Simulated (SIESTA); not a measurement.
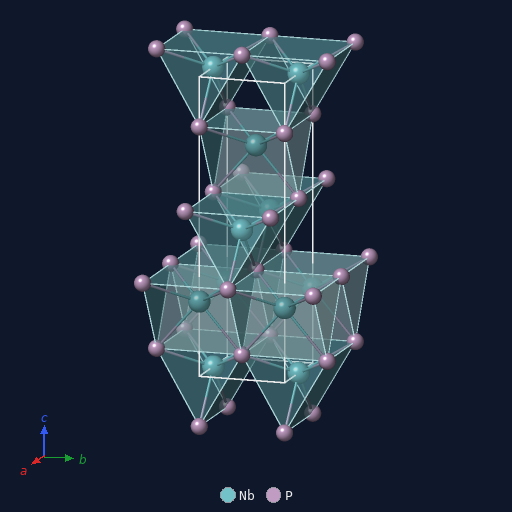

System: NbP, space group I4_1md (No. 109). The picture shows the conventional cell.

The given structure:
```cif
data_structure
_symmetry_space_group_name_H-M 'P 1'
_symmetry_Int_Tables_number 1
_cell_length_a 6.2096
_cell_length_b 6.2096
_cell_length_c 6.2096
_cell_angle_alpha 148.704
_cell_angle_beta 148.704
_cell_angle_gamma 44.848
_cell_volume 64.41
loop_
_atom_site_label
_atom_site_type_symbol
_atom_site_fract_x
_atom_site_fract_y
_atom_site_fract_z
_atom_site_occupancy
Nb1 Nb 0.24988 0.74988 0.50000 1
Nb2 Nb 0.49988 0.49988 0.00000 1
P1 P 0.83275 0.33275 0.50000 1
P2 P 0.08275 0.08275 0.00000 1
```

Method: DFT in numerical atomic orbitals with pseudopotentials, no spin polarisation; energies at scaled volumes of the given cell, shape and fractions fixed, counted from the fit's minimum, third-order Birch-Murnaghan fit (SIESTA 5.4.2). Level: PBEsol.

| setting | value |
| --- | --- |
| k mesh | 11×11×11 |
| occupations | Fermi–Dirac |
| smearing width | 0.05 eV |
| potentials | PseudoDojo 0.4 standard, converted to PSML, two zetas on semicore shells |
| program settings | basis DZP, mesh cutoff 800 Ry |

What does the calculation give for the energy and pressure against volume? The volume takes the values 15.14, 15.46, 15.78, 16.10, 16.43 Å³/atom.

A third-order Birch–Murnaghan fit gives V0 = 15.72 Å³/atom, B0 = 201 GPa and B′ = 4.5. The energy is 14.80 meV/atom at volume 15.14 Å³/atom and 18.09 meV/atom at 16.43 Å³/atom; the lowest computed point is at volume 15.78 Å³/atom (0.13 meV/atom), and no other minimum shows. The pressure falls from 8.35 GPa at volume 15.14 Å³/atom to −7.96 GPa at 16.43 Å³/atom, and changes sign near 15.73 Å³/atom.

| volume (Å³/atom) | energy (meV/atom) | pressure (GPa) |
| --- | --- | --- |
| 15.14 | 14.80 | 8.35 |
| 15.46 | 2.91 | 3.57 |
| 15.78 | 0.13 | −0.71 |
| 16.10 | 5.47 | −4.52 |
| 16.43 | 18.09 | −7.96 |

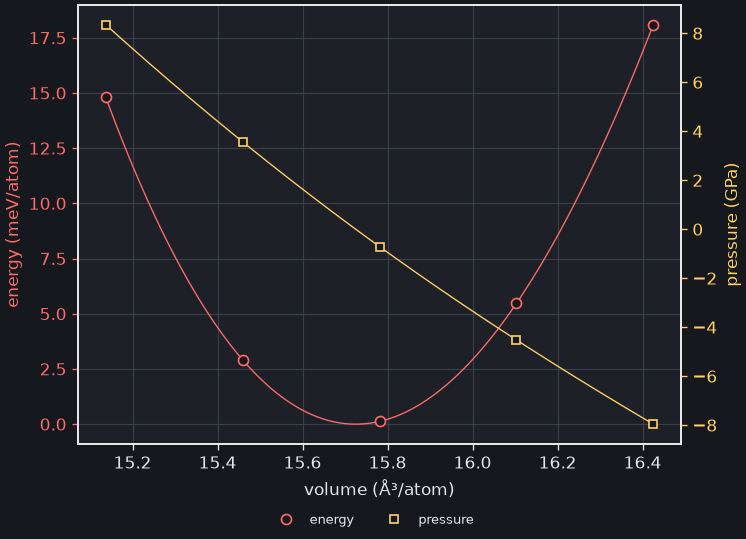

Caveats: mulliken charges of long orbitals; shape and atomic fractions are frozen while scaling, which makes layered, chain and framework solids too stiff.
